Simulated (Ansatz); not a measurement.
```
Hf O
1.0
     4.81353    0.00000    0.00000
     0.00000    4.81353    0.00000
     0.00000    0.00000    3.20542
Hf O
2 4
Direct
  0.00000 0.00000 0.00000
  0.50000 0.50000 0.50000
  0.19535 0.80465 0.50000
  0.30465 0.30465 0.00000
  0.69535 0.69535 0.00000
  0.80465 0.19535 0.50000
```

Space group P4₂/mnm; a structure from a database of computed crystals, not necessarily the ambient phase; computed pressure about 8 GPa in this cell.

Computed with DFT PBE, scalar-relativistic, plane waves, PAW (Ansatz).

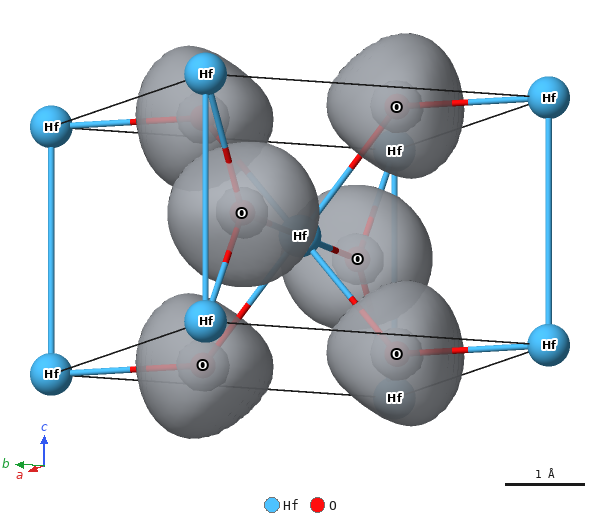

HfO₂. Isosurface of the ELF at 0.65 (grey), seen at an oblique angle. Core shells and regions of very low density are left out. Sticks mark near contacts.

> Describe the localisation domains.

The surface consists of four regions wrapped around O (the valence shell of each), counted in one cell of 6 atoms. Regions shared between cells count once. Along the contacts the grid gives the following. Hf–O (2.07 Å): the ELF peaks at about 0.85 in the valence shell of O, 0.6 Å from its nucleus, and drops to about 0.20 between the two atoms (no localised pair shows between them). Hf–Hf (3.21 Å): the ELF is about 0.10 at the midpoint; no shared electron pair shows on this line.

> Does the calculation give a band gap?

It is gapped, with a Kohn–Sham gap of 4.0 eV on the k-point mesh (the band edges may lie off the mesh, which would make the gap smaller).
